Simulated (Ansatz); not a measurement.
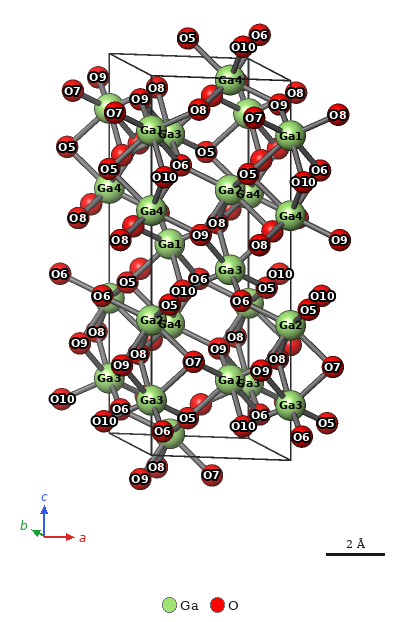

**Figure 1.** The input geometry of run 1 (ball-and-stick view of the cell 3 times as large as that of the calculation, set on its symmetry axes, seen slightly off an axis; bonded neighbours outside the cell are drawn too; atoms are numbered from 1 in the order of the input).

# Two runs on Ga2O3

System: Ga2O3 (R-3c, 10 atoms in the cell).
Method of run 1: DFT, PBE, plane waves, PAW, no spin polarisation (Ansatz 0.2.0).

The structure was built on a prototype by a generator. The geometry comes from this level: r2SCAN. Text and figures count atoms from 1; the logs count them from 0 in places.

**Input file, run 1**
```yaml
crystal:
  lattice:
    - [2.4922597451, 1.4389068347, 4.4806440167]
    - [-2.4922597451, 1.4389068347, 4.4806440167]
    - [0.0, -2.8778136694, 4.4806440168]
  atoms:
    - { symbol: Ga, position: [0.8554260895, 0.8554260895, 0.8554260895] }
    - { symbol: Ga, position: [0.3554260895, 0.3554260895, 0.3554260895] }
    - { symbol: Ga, position: [0.1445739105, 0.1445739105, 0.1445739105] }
    - { symbol: Ga, position: [0.6445739105, 0.6445739105, 0.6445739105] }
    - { symbol: O, position: [0.4463666996, 0.0536333004, 0.75] }
    - { symbol: O, position: [0.0536333004, 0.75, 0.4463666996] }
    - { symbol: O, position: [0.5536333004, 0.9463666996, 0.25] }
    - { symbol: O, position: [0.25, 0.5536333004, 0.9463666996] }
    - { symbol: O, position: [0.9463666996, 0.25, 0.5536333004] }
    - { symbol: O, position: [0.75, 0.4463666996, 0.0536333004] }
kpoints:
  mp_grid: { grid: [6, 6, 6] }
  band_path:
    path:
      - [0.0, 0.0, 0.0]
      - [0.5, 0.5, 0.5]
      - [0.7645800869, 0.2354199131, 0.5]
      - [0.5, -0.2354199131, 0.2354199131]
      - [0.5, 0.0, 0.0]
      - [0.3677099566, -0.3677099566, 0.0]
      - [0.6322900434, 0.0, 0.3677099566]
      - [0.5, 0.0, 0.5]
      - [0.0, 0.166667, -0.166667]
    npoints: 1
hamiltonian:
  xc: pbe
scf:
  occupations: { method: fixed }
  n_extra_bands: 6
output:
  forces: true
  stress: true
  eigenvalues: true
```

Launched with:
```bash
ansatz run input.yaml --threads 2 --pin off --max-ram 3686MiB --backend cpu --events-out ev --progress --plain --runs-dir out
```

Hardware: 2 threads of Arm Neoverse V2, 24 GiB of memory available, shared host.

**Output, shortened to warnings, some set-up lines, iterations and results (run 1)**
```
Basis set: ecut = 420 eV, 1887 PW (Γ), exchange–correlation on 72×72×72 points (8 copies of the dense FFT grid, shifted against one another)
Symmetry: 12 space group operations
k-points: 32 of 216
Initial density: superposition of atomic densities (neutral atoms: chi_scale 0, normalization atom), corrected by the library's trained network
[...]
SCF iter   1: F=—  HF=-18539.693938 eV  |F-HF|=—  |Δ(HF+E_count)|=         —  Δρ=1.03e-3  dr2=2.33e-4  ethr=1.77e-3  ⟨swp⟩=5.0  Hψ=5113  notcnv=0  defer=125
SCF iter   2: F=—  HF=-18539.694342 eV  |F-HF|=—  |Δ(HF+E_count)|=   4.04e-4  Δρ=5.71e-4  dr2=6.83e-5  ethr=2.65e-7  ⟨swp⟩=2.8  Hψ=3579  notcnv=0  defer=128
SCF iter   3: F=—  HF=-18539.694692 eV  |F-HF|=—  |Δ(HF+E_count)|=   3.50e-4  Δρ=2.77e-4  dr2=2.13e-5  ethr=7.76e-8  ⟨swp⟩=2.0  Hψ=2616  notcnv=0  defer=122
SCF iter   4: F=—  HF=-18539.694787 eV  |F-HF|=—  |Δ(HF+E_count)|=   9.50e-5  Δρ=3.93e-5  dr2=1.36e-6  ethr=2.42e-8  ⟨swp⟩=2.0  Hψ=2953  notcnv=0  defer=128
SCF iter   5: F=—  HF=-18539.694789 eV  |F-HF|=—  |Δ(HF+E_count)|=   1.95e-6  Δρ=1.25e-5  dr2=1.74e-7  ethr=1.55e-9  ⟨swp⟩=2.0  Hψ=2915  notcnv=0  defer=128
SCF iter   6: F=-18539.694789 eV  HF=-18539.694789 eV  |F-HF|=9.99e-9  |Δ(HF+E_count)|=   2.24e-7  Δρ=5.16e-6  dr2=1.63e-8  ethr=1.14e-10  ⟨swp⟩=12.0  Hψ=7142  notcnv=0
SCF 1 converged in 6 iterations: F = -18539.694789 eV  dr2 = 1.63e-8
NSCF: frozen V_eff on 9 k-points
SCF converged after 6 iterations
Free energy (F): -18539.694789 eV
Harris-Foulkes:  -18539.694789 eV  (|F-HF|=9.99e-9)
Internal energy: -18539.694789 eV  (E = F + TS)
E sigma→0 (E₀):  -18539.694789 eV
Fermi energy:    9.236154 eV
--- Per-component energies (eV) ---
  E_band       = 14.721209
  E_kinetic    = 1525.425540
  E_local      = -8510.464942  (includes V_loc(G=0)·N_el)
  E_nonlocal   = 2024.378140
  E_hartree    = 3849.618204
  E_xc         = -713.801486
  E_vxc        = -792.412876  (∫ρ·V_xc dr)
  E_paw        = -8947.025986  (= ΣΔE_a)
  E_vpaw       = -1931.461716  (= ΣTr[D̂ρ^β])
  E_aug_tail   = 0.014666  (compensation charges beyond the density's cutoff)
  E_ewald      = -7767.838925
  E_smearing   = -0.000000  (= −TS)
  E_closure    = 0.000000  (closes the sum)
  Σ components = -18539.694789   (vs F -18539.694789, Δ=0.00e0)
--- Forces (eV/Å), atoms counted from 1 ---
  atom   1  Ga     0.00000000     0.00000000     0.04994524
  atom   2  Ga    -0.00000000     0.00000000     0.04994524
  atom   3  Ga    -0.00000000    -0.00000000    -0.04994524
  atom   4  Ga     0.00000000    -0.00000000    -0.04994524
  atom   5  O      0.02500833     0.00000000    -0.00000000
  atom   6  O     -0.01250416    -0.02165785     0.00000000
  atom   7  O     -0.02500833     0.00000000     0.00000000
  atom   8  O      0.01250416    -0.02165785     0.00000000
  atom   9  O      0.01250416     0.02165785    -0.00000000
  atom  10  O     -0.01250416     0.02165785    -0.00000000
  max |Σ_I F_I| component: 1.39e-17 eV/Å
--- Stress (GPa, compression-positive) ---
        9.806190       0.000000      -0.000000
       -0.000000       9.806190      -0.000000
       -0.000000      -0.000000       8.638659
  P = ⅓ Tr σ = 9.4170 GPa (94.170 kbar)
```

Run 2 used a changed input.

**The two runs side by side**

```csv
quantity,run 1,run 2
outcome,converged,converged
free energy per atom (eV),−1853.9695,−1857.7664
gap on the mesh (eV),2.85,3.55
pressure (GPa),9.42,0.00
largest force (eV/Å),0.050,0.005
SCF iterations,6,7
irreducible k-points,32,32
plane waves at Γ,1887,2429
wall time (shared host),5.5 s,13 s
```

Which change of the input explains these differences?

The change (lines with − go, lines with + come):
```diff
-  xc: pbe
+  xc: r2scan
```

The total energies belong to different methods, so their difference says nothing on which is more stable or more accurate. The gap on the mesh goes from 2.85 to 3.55 eV. The pressure goes from 9.42 to 0.00 GPa. The largest force goes from 0.050 to 0.005 eV/Å. The functional changes from PBE to r2SCAN. The SCF takes 7 iterations against 6. The default cutoff goes from 420 to 500 eV with the change. The plane waves at Γ go from 1887 to 2429. On the same kind of shared host run 2 took about 2.3 times as long.

**Output, shortened to warnings, some set-up lines, iterations and results (run 2)**
```
Basis set: ecut = 500 eV, 2429 PW (Γ), exchange–correlation on 160×160×160 points (64 copies of the dense FFT grid, shifted against one another)
Symmetry: 12 space group operations
k-points: 32 of 216
Initial density: superposition of atomic densities (neutral atoms: chi_scale 0, normalization atom), corrected by the library's trained network
[...]
SCF iter   1: F=—  HF=-18577.463524 eV  |F-HF|=—  |Δ(HF+E_count)|=         —  Δρ=1.46e-2  dr2=9.16e-2  dr2_τ=3.90e-1  ethr=1.77e-3  ⟨swp⟩=5.0  Hψ=5228  notcnv=0  defer=120
SCF iter   2: F=—  HF=-18577.665498 eV  |F-HF|=—  |Δ(HF+E_count)|=   2.02e-1  Δρ=7.54e-3  dr2=3.10e-2  dr2_τ=1.04e-3  ethr=1.04e-4  ⟨swp⟩=2.2  Hψ=3369  notcnv=0  defer=126
SCF iter   3: F=—  HF=-18577.664972 eV  |F-HF|=—  |Δ(HF+E_count)|=   5.26e-4  Δρ=3.82e-3  dr2=4.58e-3  dr2_τ=6.61e-4  ethr=3.52e-5  ⟨swp⟩=3.0  Hψ=2985  notcnv=0  defer=128
SCF iter   4: F=—  HF=-18577.664397 eV  |F-HF|=—  |Δ(HF+E_count)|=   5.75e-4  Δρ=6.10e-4  dr2=1.81e-4  dr2_τ=5.66e-5  ethr=5.21e-6  ⟨swp⟩=2.0  Hψ=2824  notcnv=0  defer=128
SCF iter   5: F=—  HF=-18577.664471 eV  |F-HF|=—  |Δ(HF+E_count)|=   7.34e-5  Δρ=1.48e-4  dr2=1.11e-5  dr2_τ=1.50e-6  ethr=2.06e-7  ⟨swp⟩=2.0  Hψ=2952  notcnv=0  defer=90
SCF iter   6: F=—  HF=-18577.664483 eV  |F-HF|=—  |Δ(HF+E_count)|=   1.21e-5  Δρ=1.86e-5  dr2=3.09e-7  dr2_τ=1.72e-8  ethr=1.26e-8  ⟨swp⟩=2.0  Hψ=2952  notcnv=0  defer=67
SCF iter   7: F=-18577.664483 eV  HF=-18577.664483 eV  |F-HF|=5.98e-9  |Δ(HF+E_count)|=   1.29e-7  Δρ=6.80e-6  dr2=4.36e-8  dr2_τ=1.47e-9  ethr=1.14e-10  ⟨swp⟩=11.9  Hψ=7302  …
SCF 1 converged in 7 iterations: F = -18577.664483 eV  dr2 = 4.36e-8
NSCF: frozen V_eff on 9 k-points
SCF converged after 7 iterations
Free energy (F): -18577.664483 eV
Harris-Foulkes:  -18577.664483 eV  (|F-HF|=5.98e-9)
Internal energy: -18577.664483 eV  (E = F + TS)
E sigma→0 (E₀):  -18577.664483 eV
Fermi energy:    8.802595 eV
--- Per-component energies (eV) ---
  E_band       = -47.826923
  E_kinetic    = 1528.380229
  E_local      = -8527.646998  (includes V_loc(G=0)·N_el)
  E_nonlocal   = 2032.924621
  E_hartree    = 3866.299601
  E_xc         = -684.723068
  E_vxc        = -863.677122  (∫ρ·V_xc dr)
  E_paw        = -9022.261854  (= ΣΔE_a)
  E_vpaw       = -2001.555617  (= ΣTr[D̂ρ^β])
  E_aug_tail   = 0.005836  (compensation charges beyond the density's cutoff)
  E_vtau       = 51.140351  (kinetic-family band-sum trace: ∫τ·v_τ [+ j·A + Jᵃ·Aᵃ] dr)
  E_ewald      = -7767.838925
  E_core_change = -2.803925  (= ΣΔE_core)
  E_smearing   = -0.000000  (= −TS)
  E_closure    = -0.000000  (closes the sum)
  Σ components = -18577.664483   (vs F -18577.664483, Δ=0.00e0)
--- Forces (eV/Å), atoms counted from 1 ---
  atom   1  Ga     0.00000000    -0.00000000    -0.00492814
  atom   2  Ga    -0.00000000    -0.00000000    -0.00492814
  atom   3  Ga    -0.00000000     0.00000000     0.00492814
  atom   4  Ga     0.00000000     0.00000000     0.00492814
  atom   5  O      0.00174656    -0.00000000     0.00000000
  atom   6  O     -0.00087328    -0.00151257     0.00000000
  atom   7  O     -0.00174656    -0.00000000    -0.00000000
  atom   8  O      0.00087328    -0.00151257     0.00000000
  atom   9  O      0.00087328     0.00151257    -0.00000000
  atom  10  O     -0.00087328     0.00151257    -0.00000000
  max |Σ_I F_I| component: 3.36e-18 eV/Å
--- Stress (GPa, compression-positive) ---
        0.009373       0.000000       0.000000
       -0.000000       0.009373      -0.000000
        0.000000      -0.000000      -0.019420
  P = ⅓ Tr σ = -0.0002 GPa (-0.002 kbar)
```

For run 1: The cell is under a pressure of 9.4 GPa at this level, so it is not at its equilibrium volume.
